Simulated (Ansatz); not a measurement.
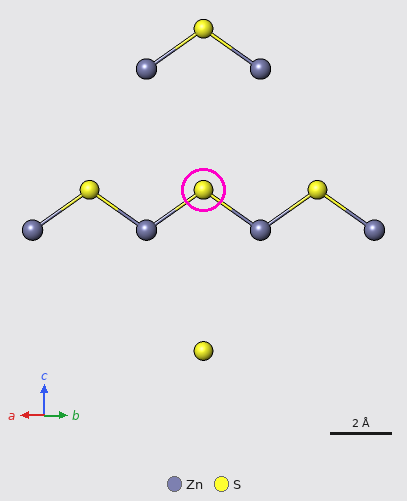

Perfect ZnS. A ball-and-stick model of the atoms within 6.0 Å of one point, in a slice 3.4 Å thick across the line of sight, seen along [110].

Method: Ansatz, DFT, PBEsol, PAW, plane waves. (plane-wave cutoff 420 eV; k-point mesh 1 × 1 × 1; mesh shifted by (0.25, 0.25, 0.25); collinear spin) Fermi-Dirac smearing of 0.01 eV. A uniform background neutralises the charged cell. The axes drawn are those of the host's conventional cell.

A sulfur atom is replaced by zinc at the ringed place, in charge state −1. The supercell has 64 sites, and the atoms are relaxed at the host's cell.

### Predict the relaxed surroundings of the defect.

In the host the S atom has 4 Zn at 2.32 Å; the Zn atom ends with 4 Zn at 2.30 to 2.42 Å. Of the host's atoms, a zinc atom moves furthest from its site, by 0.72 Å. The Zn atom itself moves 0.32 Å from where it was put. The cell's net moment is 1.00 μB.

The relaxed defect, seen from the same direction:

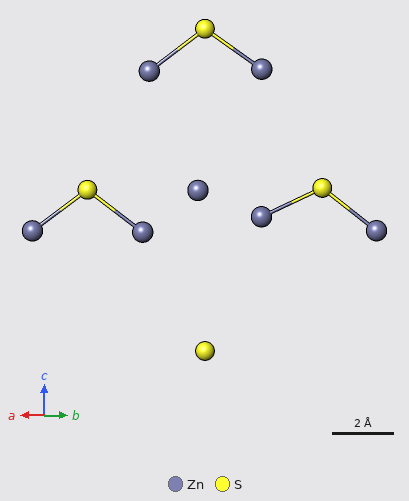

Limits of the set-up: the cell is charged, on a uniform background, and energies carry no finite-size correction.
